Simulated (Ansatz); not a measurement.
Single-point calculation of Al3N (part 2 of 2)

Al3N (slab, 4 atoms in the cell); DFT PBE, scalar-relativistic, plane waves, PAW, PAW set soft_1, spin-polarised (Ansatz 0.2.0); cutoff 420 eV, 9×9×1 k-mesh, Gaussian smearing of 0.1 eV, collinear spins. The structure derives from an entry of the Crystallography Open Database.

Geometry of the input (Å; fractional positions):
```
2.8568  0.0000  0.0000
-1.4284  2.4740  0.0000
0.0000  0.0000  21.6014
Al 0.6667  0.3333  0.1852
Al 0.3333  0.6667  0.2917
Al 0.0000  0.0000  0.3982
N  0.5000  0.0000  0.5125
```

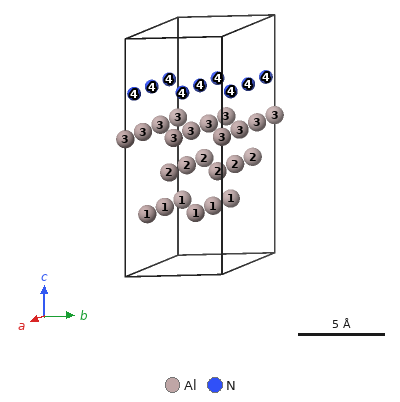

The structure as given in the input (ball-and-stick view of the 3 × 2 repeat of the cell, with the vacuum cut short, seen slightly off an axis; atoms are numbered from 1 in the order of the input). An atom can appear more than once, as a periodic image.

## Log, continued
```
SCF iter   1: F=—  HF=-1991.219925 eV  |F-HF|=—  |Δ(HF+E_count)|=         —  Δρ=1.62e-2 (↑1.01e-2 ↓1.62e-2)  dr2=3.10e0  dr2_m=9.00e-2  M=2.335 μB ∫|m|=2.588 μB  β_m=0.30  ethr=3.10e-3  p=-0.000 e·Å  D=-5.60e-8 V/Å  ΔV_dip=0.00 eV  dr2_dipole=1.32e0  V_vac-E_F(+/−)=6.69/6.69 eV  ⟨swp⟩=9.7  Hψ=5729  notcnv=0
efield: sawtooth ramp at fractional position 0.8289 (placed from the atoms, in the widest stretch of the axis that holds none; the zero of the levels goes with the place), width 0.0400; the density the first Hamiltonian is built on has a dipole p = -0.000 e·Å; the dipole correction subtracts the counter field D = -5.60e-8 V/Å, which shifts the + side's vacuum level by +0.00 eV against the − side's; the planar-averaged density in the ramp window peaks in size at 2.2e-6 e/Å³
preconditioner: auto → LDOS  [metal: Δε(μ)=0.096 eV  Ē_g=8.105 eV  σ=0.100 eV  W_gap=0.50  n_scr=12 (ndim 8)  ℏωp=11.2 eV  f_vac=0.471  D(μ)=1.46/eV (n_scr^D=8)]
spin=Collinear: LDOS preconditioning applied to the charge; magnetization (m = ρ↑ − ρ↓) channel mixes plain (no charge-response kernel on spin).
SCF iter   2: F=—  HF=-1991.047444 eV  |F-HF|=—  |Δ(HF+E_count)|=   1.72e-1  Δρ=1.12e-2 (↑6.88e-3 ↓1.12e-2)  dr2=1.65e0  dr2_m=4.15e-2  M=2.325 μB ∫|m|=2.595 μB  β_m=0.30  ethr=3.10e-3  p=-0.027 e·Å  D=-3.20e-2 V/Å  ΔV_dip=0.69 eV  dr2_dipole=8.24e-1  V_vac-E_F(+/−)=6.67/5.98 eV  ⟨swp⟩=1.8  Hψ=1206  notcnv=0  defer=48  κ⁻¹=1.0e0(r=1)
SCF iter   3: F=—  HF=-1990.868525 eV  |F-HF|=—  |Δ(HF+E_count)|=   1.79e-1  Δρ=6.56e-3 (↑6.56e-3 ↓3.84e-3)  dr2=2.40e-1  dr2_m=2.13e-2  M=2.374 μB ∫|m|=2.669 μB  β_m=0.30  ethr=3.10e-3  p=-0.102 e·Å  D=-1.20e-1 V/Å  ΔV_dip=2.60 eV  dr2_dipole=1.11e-1  V_vac-E_F(+/−)=6.62/4.02 eV  ⟨swp⟩=3.2  Hψ=1348  notcnv=0  defer=45  κ⁻¹=1.2e-2(r=2)
SCF iter   4: F=—  HF=-1990.865577 eV  |F-HF|=—  |Δ(HF+E_count)|=   2.95e-3  Δρ=2.98e-3 (↑2.95e-3 ↓2.98e-3)  dr2=1.63e-2  dr2_m=8.89e-3  M=2.363 μB ∫|m|=2.667 μB  β_m=0.30  ethr=1.72e-3  p=-0.087 e·Å  D=-1.03e-1 V/Å  ΔV_dip=2.24 eV  dr2_dipole=2.94e-3  V_vac-E_F(+/−)=6.64/4.40 eV  ⟨swp⟩=1.6  Hψ=1032  notcnv=0  defer=52  κ⁻¹=7.5e-4(r=3)
SCF iter   5: F=—  HF=-1990.874506 eV  |F-HF|=—  |Δ(HF+E_count)|=   8.93e-3  Δρ=2.00e-3 (↑2.00e-3 ↓1.87e-3)  dr2=3.80e-3  dr2_m=4.91e-3  M=2.345 μB ∫|m|=2.670 μB  β_m=0.30  ethr=1.16e-4  p=-0.094 e·Å  D=-1.12e-1 V/Å  ΔV_dip=2.42 eV  dr2_dipole=1.00e-4  V_vac-E_F(+/−)=6.65/4.24 eV  ⟨swp⟩=2.6  Hψ=994  notcnv=0  defer=52  κ⁻¹=1.4e-4(r=4)
SCF iter   6: F=—  HF=-1990.878482 eV  |F-HF|=—  |Δ(HF+E_count)|=   3.98e-3  Δρ=1.95e-3 (↑1.95e-3 ↓1.27e-3)  dr2=8.09e-3  dr2_m=3.40e-3  M=2.334 μB ∫|m|=2.664 μB  β_m=0.30  ethr=2.72e-5  p=-0.100 e·Å  D=-1.19e-1 V/Å  ΔV_dip=2.57 eV  dr2_dipole=3.75e-3  V_vac-E_F(+/−)=6.65/4.08 eV  ⟨swp⟩=2.1  Hψ=818  notcnv=0  defer=52  κ⁻¹=2.0e-5(r=5)
SCF iter   7: F=—  HF=-1990.880514 eV  |F-HF|=—  |Δ(HF+E_count)|=   2.03e-3  Δρ=1.17e-3 (↑1.09e-3 ↓1.17e-3)  dr2=8.22e-4  dr2_m=1.77e-3  M=2.333 μB ∫|m|=2.658 μB  β_m=1.20  ethr=2.72e-5  p=-0.100 e·Å  D=-1.19e-1 V/Å  ΔV_dip=2.57 eV  dr2_dipole=4.70e-4  V_vac-E_F(+/−)=6.67/4.10 eV  ⟨swp⟩=1.5  Hψ=722  notcnv=0  defer=52
Mixer restart at iter 7: flushing history
spin-set hold released at iteration 7 (site moments contracting): the magnetisation degrees of freedom join the quasi-Newton model from the next iteration; the mixer history was flushed
SCF iter   8: F=—  HF=-1990.883868 eV  |F-HF|=—  |Δ(HF+E_count)|=   3.35e-3  Δρ=3.84e-4 (↑2.64e-4 ↓3.84e-4)  dr2=2.11e-3  dr2_m=1.21e-4  M=2.309 μB ∫|m|=2.647 μB  β_m=0.38  ethr=5.87e-6  p=-0.101 e·Å  D=-1.19e-1 V/Å  ΔV_dip=2.57 eV  dr2_dipole=1.24e-3  V_vac-E_F(+/−)=6.67/4.09 eV  ⟨swp⟩=2.1  Hψ=969  notcnv=0  defer=52
density mixer auto → msr1: a metal under ldos (density of states about μ 1.21 of a free-electron gas's, 12 screened modes)
SCF iter   9: F=—  HF=-1990.883728 eV  |F-HF|=—  |Δ(HF+E_count)|=   1.41e-4  Δρ=3.02e-4 (↑2.75e-4 ↓3.02e-4)  dr2=6.31e-4  dr2_m=1.06e-4  M=2.306 μB ∫|m|=2.645 μB  β_m=0.69  ethr=5.87e-6  p=-0.101 e·Å  D=-1.20e-1 V/Å  ΔV_dip=2.59 eV  dr2_dipole=3.67e-4  V_vac-E_F(+/−)=6.68/4.08 eV  ⟨swp⟩=1.0  Hψ=607  notcnv=0  defer=52
SCF iter  10: F=—  HF=-1990.883783 eV  |F-HF|=—  |Δ(HF+E_count)|=   5.56e-5  Δρ=1.67e-4 (↑1.67e-4 ↓6.36e-5)  dr2=5.17e-5  dr2_m=1.66e-5  M=2.297 μB ∫|m|=2.637 μB  β_m=0.84  ethr=4.51e-6  p=-0.103 e·Å  D=-1.22e-1 V/Å  ΔV_dip=2.63 eV  dr2_dipole=1.38e-5  V_vac-E_F(+/−)=6.70/4.07 eV  ⟨swp⟩=2.0  Hψ=863  notcnv=0  defer=52
SCF iter  11: F=—  HF=-1990.883806 eV  |F-HF|=—  |Δ(HF+E_count)|=   2.28e-5  Δρ=2.62e-5 (↑2.39e-5 ↓2.62e-5)  dr2=8.35e-6  dr2_m=6.68e-7  M=2.296 μB ∫|m|=2.633 μB  β_m=0.87  ethr=3.70e-7  p=-0.103 e·Å  D=-1.22e-1 V/Å  ΔV_dip=2.63 eV  dr2_dipole=1.80e-7  V_vac-E_F(+/−)=6.70/4.07 eV  ⟨swp⟩=2.1  Hψ=999  notcnv=0  defer=52
SCF iter  12: F=—  HF=-1990.883808 eV  |F-HF|=—  |Δ(HF+E_count)|=   2.08e-6  Δρ=9.08e-6 (↑7.82e-6 ↓9.08e-6)  dr2=1.51e-6  dr2_m=6.92e-8  M=2.296 μB ∫|m|=2.632 μB  β_m=0.93  ethr=5.96e-8  p=-0.103 e·Å  D=-1.22e-1 V/Å  ΔV_dip=2.63 eV  dr2_dipole=8.25e-7  V_vac-E_F(+/−)=6.70/4.07 eV  ⟨swp⟩=1.9  Hψ=767  notcnv=0  defer=52
SCF iter  13: F=—  HF=-1990.883809 eV  |F-HF|=—  |Δ(HF+E_count)|=   3.46e-7  Δρ=4.11e-6 (↑4.11e-6 ↓4.06e-6)  dr2=1.10e-7  dr2_m=1.95e-8  M=2.296 μB ∫|m|=2.632 μB  β_m=0.97  ethr=1.08e-8  p=-0.103 e·Å  D=-1.22e-1 V/Å  ΔV_dip=2.63 eV  dr2_dipole=1.48e-8  V_vac-E_F(+/−)=6.70/4.07 eV  ⟨swp⟩=1.7  Hψ=815  notcnv=0  defer=52
iter 14 met the thresholds in force, and the SCF goes on: an eigenvalue changes by 3.30 meV, over its tolerance of 0.50 meV (output.eigenvalues, Limitations)
SCF iter  14: F=-1990.883809 eV  HF=-1990.883809 eV  |F-HF|=6.41e-9  |Δ(HF+E_count)|=   8.26e-8  Δρ=1.42e-6 (↑1.42e-6 ↓1.05e-6)  dr2=4.61e-9  dr2_m=1.57e-9  M=2.296 μB ∫|m|=2.632 μB  β_m=0.91  ethr=7.14e-10  p=-0.103 e·Å  D=-1.22e-1 V/Å  ΔV_dip=2.63 eV  dr2_dipole=4.53e-10  V_vac-E_F(+/−)=6.70/4.07 eV  ⟨swp⟩=17.7  Hψ=5670  notcnv=0
iter 15 met the thresholds in force, and the SCF goes on: an eigenvalue changes by 1.79 meV, over its tolerance of 0.50 meV (output.eigenvalues, Limitations)
SCF iter  15: F=-1990.883809 eV  HF=-1990.883809 eV  |F-HF|=1.93e-9  |Δ(HF+E_count)|=   8.01e-9  Δρ=3.60e-7 (↑3.60e-7 ↓2.98e-7)  dr2=6.31e-10  dr2_m=1.04e-10  M=2.296 μB ∫|m|=2.632 μB  β_m=1.00  ethr=3.29e-11  p=-0.103 e·Å  D=-1.22e-1 V/Å  ΔV_dip=2.63 eV  dr2_dipole=7.35e-11  V_vac-E_F(+/−)=6.70/4.07 eV  ⟨swp⟩=7.1  Hψ=3881  notcnv=0
Mixer restart at iter 15: flushing history
SCF iter  16: F=-1990.883808 eV  HF=-1990.883809 eV  |F-HF|=8.79e-7  |Δ(HF+E_count)|=   1.76e-8  Δρ=2.69e-6 (↑2.69e-6 ↓1.84e-6)  dr2=5.77e-7  dr2_m=6.08e-10  M=2.296 μB ∫|m|=2.632 μB  β_m=1.00  ethr=4.51e-12  p=-0.103 e·Å  D=-1.22e-1 V/Å  ΔV_dip=2.63 eV  dr2_dipole=3.09e-7  V_vac-E_F(+/−)=6.70/4.07 eV  ⟨swp⟩=2.1  Hψ=960  notcnv=0  κ⁻¹=1.0e0(r=1)
SCF iter  17: F=-1990.883809 eV  HF=-1990.883809 eV  |F-HF|=1.37e-8  |Δ(HF+E_count)|=   1.44e-8  Δρ=6.49e-7 (↑6.49e-7 ↓3.06e-7)  dr2=9.56e-9  dr2_m=7.69e-11  M=2.296 μB ∫|m|=2.632 μB  ethr=4.51e-12  p=-0.103 e·Å  D=-1.22e-1 V/Å  ΔV_dip=2.63 eV  dr2_dipole=4.59e-9  V_vac-E_F(+/−)=6.70/4.07 eV  ⟨swp⟩=6.8  Hψ=3453  notcnv=0
SCF 1 converged in 17 iterations: F = -1990.883809 eV  dr2 = 9.56e-9
  greatest PAW one-centre occupation: 0.866 electrons in one spin orbital (limit 2), on the N atom at site 3 (counted from 0), in its partial waves of l = 0
WARN: The output density's exchange-correlation potential varies sharply where the density is thin. Do not read a vacuum level from v_tot or v_xc, or from such a field of the output density. On a cell that repeats whose density bears no net charge and no dipole along the vacuum's axis use v_es (v_loc + v_h of the components); under efield.dipole_correction with no amplitude use v_es + v_field, which holds any external_charges[].barrier, or the levels of the report's work_function block, which leave it out; under a non-zero efield.amplitude the vacuum is tilted and has no level; on a cell that repeats and bears such a dipole with no correction it is tilted too, and efield.dipole_correction with no amplitude gives each side of its ramp a level where efield: is served; in a cell that repeats whose density bears a net charge (total_charge, or a fill off its count) it is curved and has none; of a slab under crystal.periodic whose density bears no net charge use v_es, which has a level on each side, short of where the two are joined; of another it falls or rises all the way out and has none; of a slab beside external_charges read slab_vacuum_level instead, which it has where they leave it neutral. The grid or the basis barely resolves most such structure, and the values can differ between equally converged runs; as a rule a tighter scf.convergence.dr2_threshold does not remove it. Where the density itself ripples (under the LDA too) a higher basis.ecutwfc lessens it. The files hold the spikes' plane waves up to the density's cutoff. Files: v_tot_of_output_density and the like, and their columns of v_z.tsv (output.write_potential); v_xc_of_output_density and the like, and their columns of v_comp_z.tsv (output.write_potential_components). Measured: with its Gaussian average of σ = 0.25 Å subtracted twice, the exchange-correlation potential is over 0.1 eV at 12 of the grid points where the equally averaged density (valence and model cores) is under 1e-3 e/Å³, and 0.172 eV at the most among them, at an averaged density of 1.6e-8 e/Å³. The input density's (outcome.potential() and, of a run that writes arrays, v_tot and v_xc) is over 0.1 eV, so measured, at 16 points of its own thin density, 0.178 eV at the most. See output.write_potential in the manual, Limitations
SCF converged after 17 iterations
an eigenvalue changed by more than its tolerance at an iteration that met the thresholds in force, so the SCF went on 2 times, its first undamped step at iteration 15: the last check found none over its tolerance
Magnetization: 2.2958 μB (8.1479 up, 5.8521 down)
Absolute magnetization: 2.6337 μB (∫|ρ↑−ρ↓|, with the PAW one-centre terms)
Spin contamination: 0.2515 ħ² per cell (⟨S²⟩ above its minimum at these occupations)
Per-site moments (μB) at R_I (Å): [(-0.01824934290025774, 1.16772242913148), (-0.021793836472220506, 1.1677018028244102), (-0.052636115422764126, 1.1677018028244102), (2.273674506812902, 1.1769751245161673)]
Free energy (F): -1990.883809 eV
Harris-Foulkes:  -1990.883809 eV  (|F-HF|=1.37e-8)
Internal energy: -1990.875778 eV  (E = F + TS)
E sigma→0 (E₀):  -1990.879793 eV
Entropy (-TS):   -0.008030 eV (-2.008 meV/atom)
Fermi energy:    -0.465230 eV
Dipole field:    D = -0.121810 V/Å  (p = -0.102774 e·Å, saw-weighted, corrected)
Work function:   Φ+ = 6.7004 eV   Φ− = 4.0692 eV
Levels:          The Fermi level and band energies are counted from a zero that moves with the ramp; work functions are not
--- Per-component energies (eV) ---
  E_band       = -71.275792
  E_kinetic    = 181.458182
  E_local      = -2991.042613  (includes V_loc(G=0)·N_el)
  E_nonlocal   = 68.370820
  E_hartree    = 1427.074892
  E_xc         = -166.935033
  E_vxc        = -155.191992  (∫ρ·V_xc dr)
  E_paw        = -1535.119746  (= ΣΔE_a)
  E_vpaw       = -29.834972  (= ΣTr[D̂ρ^β])
  E_aug_tail   = 0.000712  (compensation charges beyond the density's cutoff)
  E_efield     = 0.006259  (sawtooth field / dipole correction)
  E_vefield    = 0.812027  (∫n·V_field dr)
  E_ewald      = 1025.310749
  E_smearing   = -0.008030  (= −TS)
  E_closure    = 0.000000  (closes the sum)
  Σ components = -1990.883809   (vs F -1990.883809, Δ=0.00e0)
--- Forces (eV/Å), atoms counted from 1 ---
  atom   1  Al    -0.00000000     0.00252807    -0.14520916
  atom   2  Al     0.00000000    -0.00471097     0.00484877
  atom   3  Al    -0.00000000     0.00094729     1.33096836
  atom   4  N     -0.00000000     0.00123546    -1.19060990
  max |Σ_I F_I| component: 1.93e-6 eV/Å
--- Band table (eV; the first three rows and the last of 50) ---
  k-point 0 ↑: bands = ["-14.7019", "-11.0430", "-9.2710", "-6.5397", "-3.9493", "-1.9435", "-0.4711", "-0.4292", "1.2073", "3.4055", "4.8682", "6.0020", "6.4344"]
  k-point 1 ↑: bands = ["-14.5748", "-10.7471", "-8.9796", "-6.2574", "-3.7390", "-1.7659", "-0.8940", "-0.5126", "1.4688", "3.6914", "5.1436", "6.2744", "6.6224"]
  k-point 2 ↑: bands = ["-14.2307", "-9.8630", "-8.1103", "-5.4272", "-3.1644", "-1.9823", "-1.1135", "-0.7170", "2.0942", "3.1258", "4.5535", "4.6419", "6.0314"]
  k-point 24 ↓: bands = ["-9.9075", "-7.5523", "-5.8295", "-3.1884", "-0.7159", "-0.2363", "0.1704", "0.4702", "1.3519", "1.8265", "2.0441", "2.3774", "4.4495"]
--- Löwdin populations: 4 sites ---
  site symbol       q [e]    m [muB]
     0     Al      2.9544    -0.0145
     1     Al      2.9523    -0.0272
     2     Al      2.8174    -0.1334
     3      N      5.1180     2.4713
  spilling = 0.011276 (of n_electrons = 14.000000)
```

## File populations.tsv
```
# site	symbol	l	j	q_up	q_dn
# orbitals = lowdin
# n_electrons = 14.000000
# spilling = 0.011276
0	Al	0_3S	-	0.486859	0.512398
0	Al	1_3P	-	0.983094	0.972029
1	Al	0_3S	-	0.446531	0.457223
1	Al	1_3P	-	1.016020	1.032505
2	Al	0_3S	-	0.450968	0.492530
2	Al	1_3P	-	0.891034	0.982897
3	N	0_2S	-	0.978240	0.959825
3	N	1_2P	-	2.816448	0.363530
```

## Key numbers

| quantity | value |
| --- | --- |
| outcome | converged |
| electrons treated | 14 |
| free energy | −1990.8838 eV |
| work function, top face | 6.70 eV |
| work function, bottom face | 4.07 eV |
| Fermi energy | −0.465 eV |
| gap on the k-point mesh | none (metallic) |
| net moment of the cell | 2.30 μB |
| integrated absolute moment | 2.63 μB |
| work function (upper face) | 6.70 eV |
| largest force (length of the vector) | 1.331 eV/Å |
| hardware | 1 thread of Intel Xeon @ 2.50GHz (Skylake/Cascade Lake), 32 GiB of memory available, shared host |
| wall time | 22 s |
| peak memory | 0.43 GiB |

Warnings of the run: the exchange-correlation potential is rough where the density is thin.
